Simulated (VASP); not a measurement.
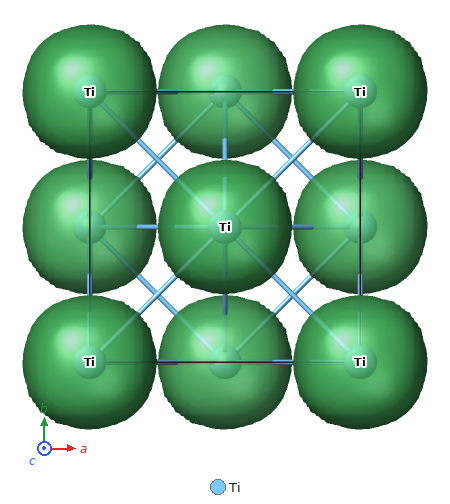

Figure 1: Ti. Isosurface of the valence electron density at 0.3 e/Å³ (green), seen along the c axis. Sticks mark near contacts.

Space group Fm-3m; a generated structure, not necessarily the stable one.

Level of theory: Kohn-Sham DFT of a periodic cell, RPBE, VASP PAW PBE potentials, recommended (VASP).

In a PAW calculation such maps are meaningful between the atoms, not at the nuclei.

```
CELL_PARAMETERS angstrom
4.15730 0.00000 0.00000
0.00000 4.15730 0.00000
0.00000 0.00000 4.15730
ATOMIC_POSITIONS crystal
Ti 0.00000 0.00000 0.00000
Ti 0.50000 0.50000 0.00000
Ti 0.50000 0.00000 0.50000
Ti 0.00000 0.50000 0.50000
```

### What does this surface tell about the bonding?

At this value the density breaks into separate islands; it holds about 80 % of the electrons treated as valence. It bridges none of the near contacts. It is pinched off along the shortest Ti–Ti (2.94 Å) contacts. On the grid the lowest density along these lines, outside the cores, is 0.18 e/Å³ (Ti–Ti, 2.94 Å).
